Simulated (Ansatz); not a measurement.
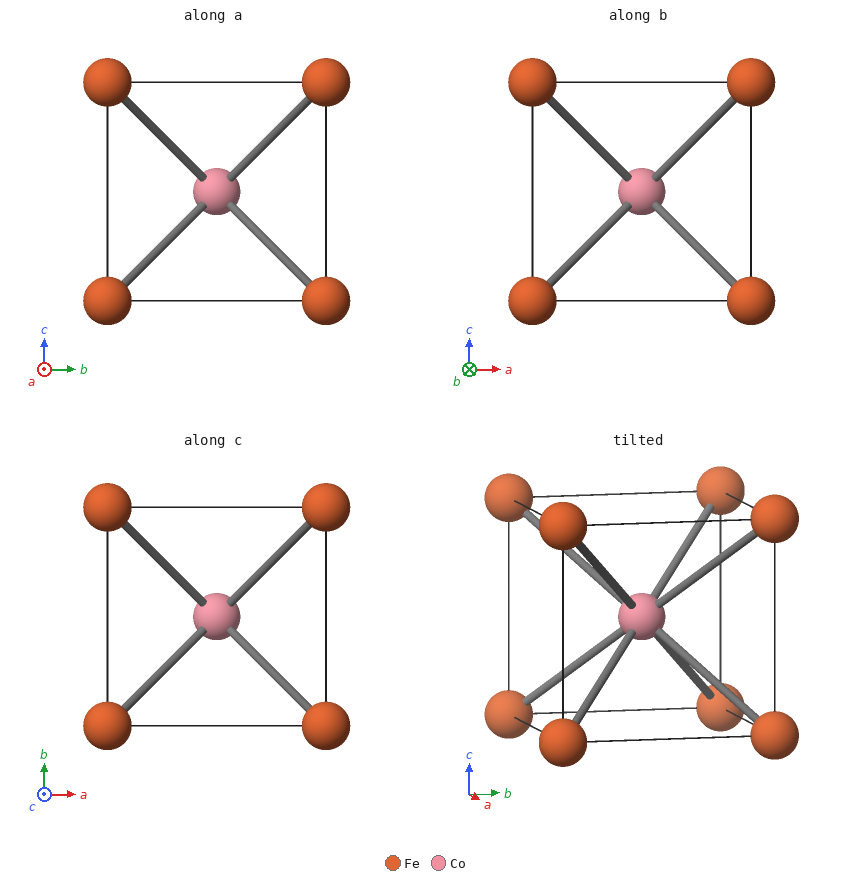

Ball-and-stick model, viewed along the a axis, along the b axis, along the c axis and slightly off an axis. Thin lines show the conventional unit cell, with boundary atoms drawn in all their periodic places.

Lattice parameters: a = 2.8446 Å, b = 2.8446 Å, c = 2.8446 Å, α = 90.000°, β = 90.000°, γ = 90.000°.

Express the structure as a CIF with its space group and independent sites.

```cif
data_structure
_symmetry_space_group_name_H-M 'P m -3 m'
_symmetry_Int_Tables_number 221
_cell_length_a 2.8446
_cell_length_b 2.8446
_cell_length_c 2.8446
_cell_angle_alpha 90.000
_cell_angle_beta 90.000
_cell_angle_gamma 90.000
_cell_volume 23.02
loop_
_atom_site_label
_atom_site_type_symbol
_atom_site_symmetry_multiplicity
_atom_site_Wyckoff_symbol
_atom_site_fract_x
_atom_site_fract_y
_atom_site_fract_z
_atom_site_occupancy
Fe1 Fe 1 a 0.0000 0.0000 0.0000 1
Co1 Co 1 b 0.5000 0.5000 0.5000 1
```

The structure comes from a structure type filled with these elements by a generator (whether the compound takes this form wasn't checked). Earlier steps of the study, as a rule a relaxation of our own, may have changed the cell and positions, so they can lie some per cent off the listed ones. It was run through Ansatz as a DFT input.
